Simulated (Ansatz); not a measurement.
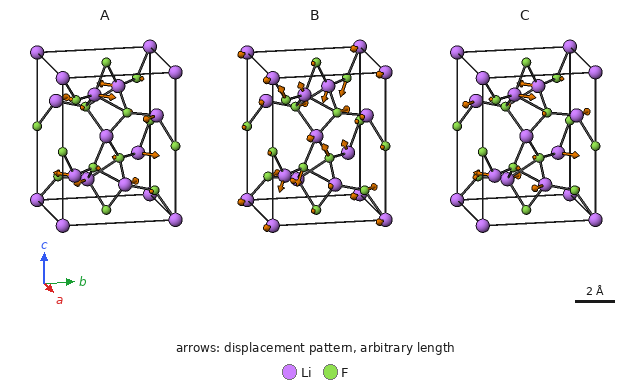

Modes of solid LiF (a generated structure), space group I-42m (No. 121), at the zone centre (one member of each degenerate set). The orange arrows give the relative displacements of the atoms. The picture is a ball-and-stick view of the conventional cell (2 times the calculation's cell), seen slightly off an axis. Lengths and directions refer to the drawn axes.

Theory: DFT PBE, scalar-relativistic, plane waves, PAW in Ansatz.

Frequencies are those without the non-analytic (LO–TO) term.

Q: Which are infrared-active and which Raman-active?

A: A is A₂, silent by symmetry (neither infrared- nor Raman-active) (260 cm⁻¹). B is E, infrared- and Raman-active by symmetry (226 cm⁻¹). C is B₁, Raman-active by symmetry (200 cm⁻¹).
